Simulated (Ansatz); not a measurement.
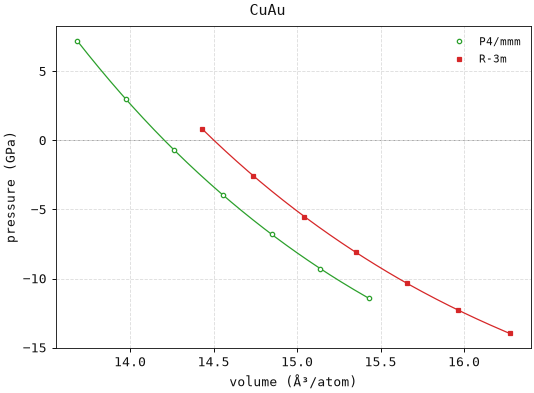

The plot gives the computed pressure against volume, with one curve for each structure, for CuAu.

Method: all-electron LAPW DFT, no spin polarisation; energies at scaled volumes of the given cell, shape and fractions fixed, counted from the fit's minimum, third-order Birch-Murnaghan fit (Ansatz 0.2.0). Level: PBEsol.

- occupations: Fermi–Dirac
- smearing width: 0.05 eV
- potentials: all electron LAPW, scalar relativistic

Settings that differ: P4/mmm: k mesh 9×9×7; R-3m: k mesh 11×11×11.

Question: Order the curves by fitted equilibrium volume, smallest first.

Answer: P4/mmm 14.205, R-3m 14.502 Å³/atom.

Question: Order the curves by fitted bulk modulus, smallest first.

Answer: R-3m 166.5, P4/mmm 173.8 GPa.

Question: For P4/mmm: how does the pressure vary with volume?

Answer: It falls from 7.21 GPa at volume 13.68 Å³/atom to −11.43 GPa at 15.43 Å³/atom, and changes sign near 14.21 Å³/atom.

Question: For R-3m: read off the course of the pressure.

Answer: It falls from 0.84 GPa at volume 14.43 Å³/atom to −13.97 GPa at 16.27 Å³/atom, and changes sign near 14.51 Å³/atom.

Limits of the calculation: spin-orbit coupling left out, heavy elements; shape and atomic fractions are frozen while scaling, which makes layered, chain and framework solids too stiff.
